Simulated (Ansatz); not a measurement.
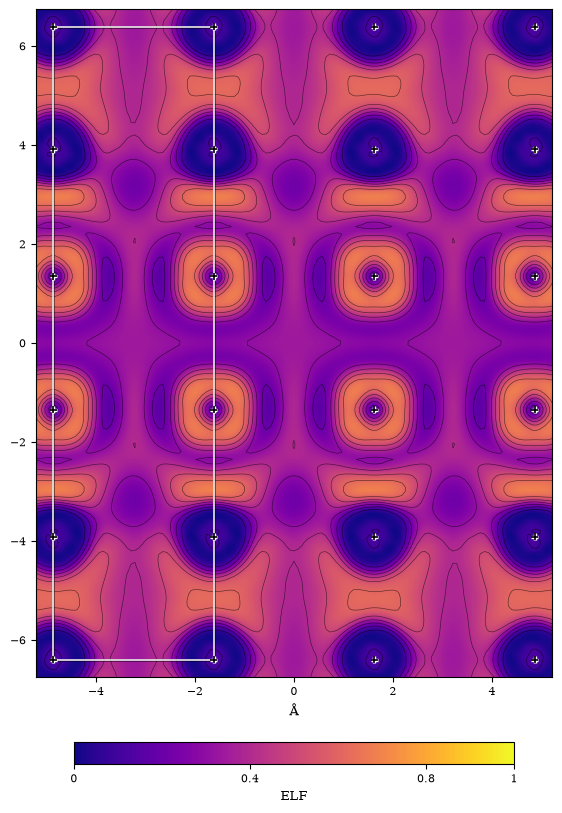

The ELF on a plane through atoms (crosses mark nuclei in the plane).

Computed with DFT PBEsol, scalar-relativistic, plane waves, PAW in Ansatz 0.2.0.

Candidates:
A. Al3Ru2, a = 3.24 Å, b = 3.24 Å, c = 12.79 Å, α = 90.00°, β = 90.00°, γ = 90.00°. Space group I4/mmm; a structure from a database of computed crystals, not necessarily the ambient phase; not relaxed (largest force 1.2 eV/Å); computed pressure about 4 GPa in this cell; computed without spin polarisation.
B. Ta, a = 3.25 Å, b = 3.25 Å, c = 3.35 Å, α = 90.00°, β = 90.00°, γ = 90.00°. Space group I4/mmm; changed on purpose from its base cell (strain -0.015 along x and y, +0.015 along z, atoms carried along); computed without spin polarisation.
C. Co, a = 2.46 Å, b = 2.46 Å, c = 7.96 Å, α = 90.00°, β = 90.00°, γ = 120.00°. Space group P6₃/mmc; a structure from a database of computed crystals, not necessarily the ambient phase; spin-polarised.

Q: Which system is this?

A: Candidate A: Al3Ru2 on the (100) plane of the conventional cell, which holds Al and Ru. Al–Al (2.48 Å): the ELF peaks at about 0.60 between the atoms. Al–Ru (2.57 Å): the ELF is about 0.45 at the midpoint.
